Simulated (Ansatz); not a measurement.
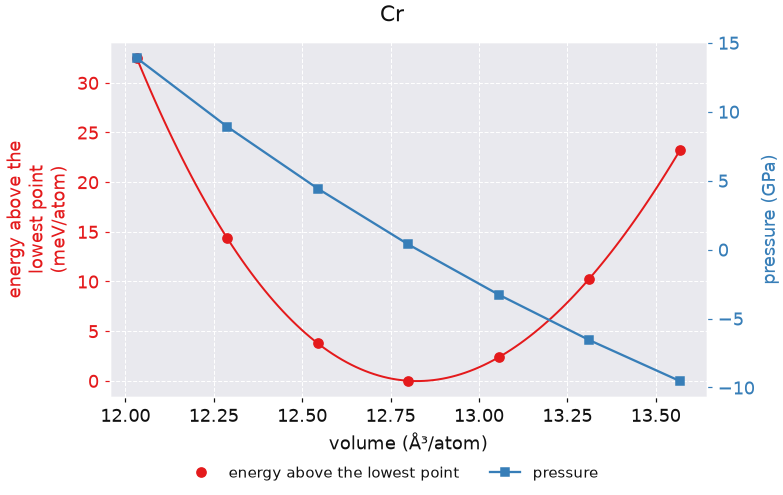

How it was computed, with Ansatz 0.2.0 development build: equation of state of a cubic crystal from periodic Kohn-Sham density functional theory without spin, third-order Birch-Murnaghan fit to the free energies; pressure corrected for the finite basis. Level: PBE.

```tsv
setting	value
structure type	simple cubic
atoms in cell	1
space group number	221
lattice centring	simple cubic
k mesh	16×16×16
occupation method	Fermi–Dirac
occupation width	0.06123 eV
wave cutoff	420 eV
datasets	soft-1 PAW
density tolerance	1e-07 eV
bands	11
density cutoff ratio	4
search for lower states	default
```

Caption: Energy above the lowest point and pressure against volume for Cr, space group Pm-3m (No. 221) (one of a set of cubic test structures, which need not be the stable phase).

A third-order Birch–Murnaghan fit gives V0 = 12.82 Å³/atom, B0 = 190 GPa and B′ = 4.2. The energy above the lowest point is 32.5 meV/atom at volume 12.03 Å³/atom and 23.2 meV/atom at 13.57 Å³/atom; the lowest computed point is at volume 12.80 Å³/atom (0.0 meV/atom), and no other minimum shows. The pressure falls from 13.9 GPa at volume 12.03 Å³/atom to −9.5 GPa at 13.57 Å³/atom, and changes sign near 12.83 Å³/atom.

Keep in mind: cubic model structure, not the ambient form; modest k-mesh, values are not fully converged in k; no spin polarisation, a magnetic state may lie lower.
